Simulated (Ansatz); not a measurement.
**Hf17S31 (cell with a defect): density, localisation and related maps**

```
CELL_PARAMETERS angstrom
-1.80293 9.36831 -5.77039
1.80293 -9.36831 -5.77039
-9.01466 -3.12277 5.77039
ATOMIC_POSITIONS crystal
Hf 0.24284 0.62120 0.87164
Hf 0.49865 0.50180 0.00025
Hf 0.24667 0.37355 0.62553
Hf 0.99727 0.74731 0.74995
Hf 0.49377 0.24399 0.75849
Hf 0.74963 0.12339 0.87624
Hf 0.99860 0.99878 0.99674
Hf 0.49865 0.74839 0.24684
Hf 0.75110 0.62823 0.37287
Hf 0.23260 0.11251 0.37009
Hf 0.99727 0.49732 0.49996
Hf 0.49377 0.98528 0.49978
Hf 0.75023 0.87395 0.62547
Hf 0.75023 0.37476 0.12628
Hf 0.24667 0.87114 0.12312
Hf 0.99860 0.25186 0.24983
Hf 0.67170 0.38211 0.53960
S 0.78871 0.12503 0.66444
S 0.54205 0.00376 0.29716
S 0.29488 0.37049 0.41819
S 0.79325 0.87661 0.41769
S 0.04033 0.74761 0.54272
S 0.29089 0.62387 0.66645
S 0.78871 0.37427 0.91368
S 0.04214 0.25081 0.04133
S 0.54005 0.75086 0.03918
S 0.29488 0.12669 0.17439
S 0.79325 0.62556 0.16664
S 0.04396 0.50157 0.29301
S 0.04396 0.00095 0.79239
S 0.54205 0.49489 0.78829
S 0.29089 0.87445 0.91703
S 0.94611 0.48590 0.71022
S 0.20595 0.37082 0.83361
S 0.95428 0.24538 0.45743
S 0.69522 0.61590 0.58173
S 0.20617 0.12079 0.58407
S 0.45466 0.99642 0.70824
S 0.70604 0.87166 0.83385
S 0.20595 0.62234 0.08513
S 0.45568 0.49782 0.20786
S 0.95197 0.99567 0.20630
S 0.69522 0.36348 0.32931
S 0.20617 0.87210 0.33538
S 0.45399 0.74347 0.45776
S 0.45399 0.24623 0.96052
S 0.95428 0.74685 0.95890
S 0.70604 0.12218 0.08438
```

Method: DFT PBE+D3(BJ), scalar-relativistic, plane waves, PAW (Ansatz 0.2.0).

Core electrons are frozen (PAW), and the valence fields are smoothed inside the atomic spheres.

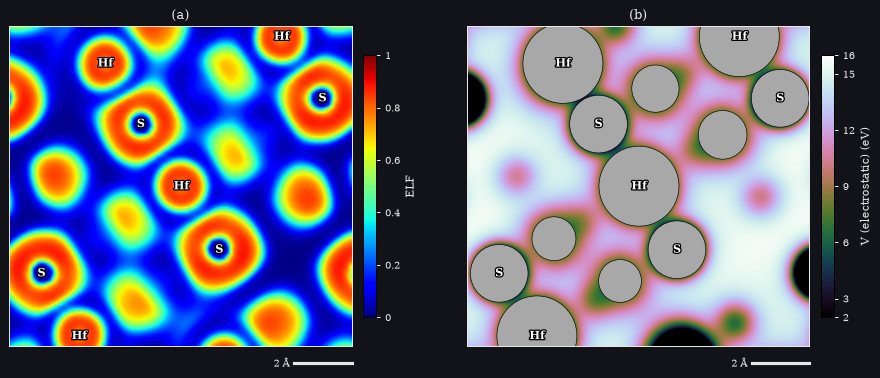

Figure 1. (a) electron localisation function; (b) electrostatic potential (local pseudopotential plus Hartree) felt by an electron on the (010) plane of the calculation cell. Grey discs cover the atomic cores in the potential map.

Describe what can be read from this map.

Answer. The plane passes through Hf and S nuclei. Hf–S (2.44 Å): the ELF peaks at about 0.85 in the valence shell of S, 0.8 Å from its nucleus, and is about 0.35 at the midpoint. Hf–S (2.56 Å): the ELF peaks at about 0.85 in the valence shell of S, 0.9 Å from its nucleus, and is about 0.40 at the midpoint. The features right at Hf lie inside the PAW spheres, where the map follows smoothed inner orbitals and isn't to be read closely. Outside the cores the potential energy rises away from the atoms and is highest about 2.1 Å from the nearest atoms; its zero is arbitrary.

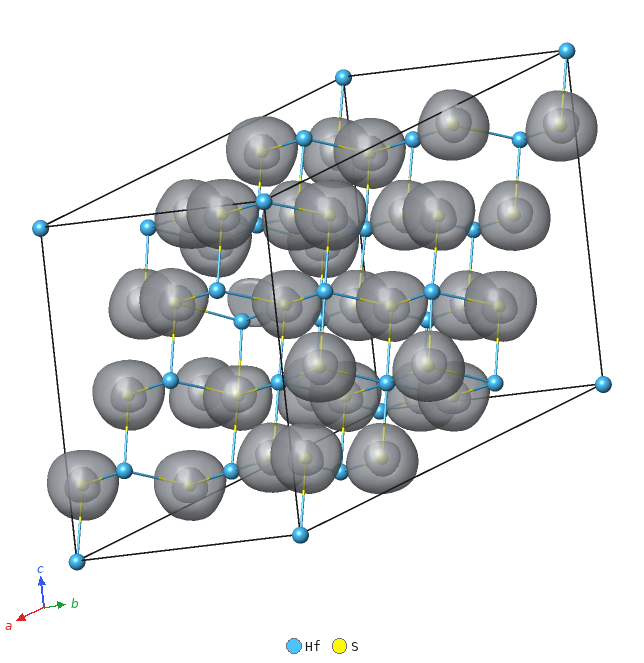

Figure 2. Isosurface of the ELF at 0.75 (grey), seen at an oblique angle. Core shells and regions of very low density are left out. Sticks mark near contacts.

What do the ELF domains correspond to?

Answer. At this value the surface marks out 31 regions wrapped around S (the valence shell of each) and one pocket between the atoms, centred on no nucleus (multi-centre or interstitial), counted in one cell of 48 atoms. Any copies at cell faces, edges or corners count once.


 Hf–S (2.50 Å): the ELF peaks at about 0.85 in the valence shell of S, 0.8 Å from its nucleus, and is about 0.40 at the midpoint.

Does the calculation make it a metal, or give it a gap?

Answer. It is gapless in this calculation (a metal or semimetal).
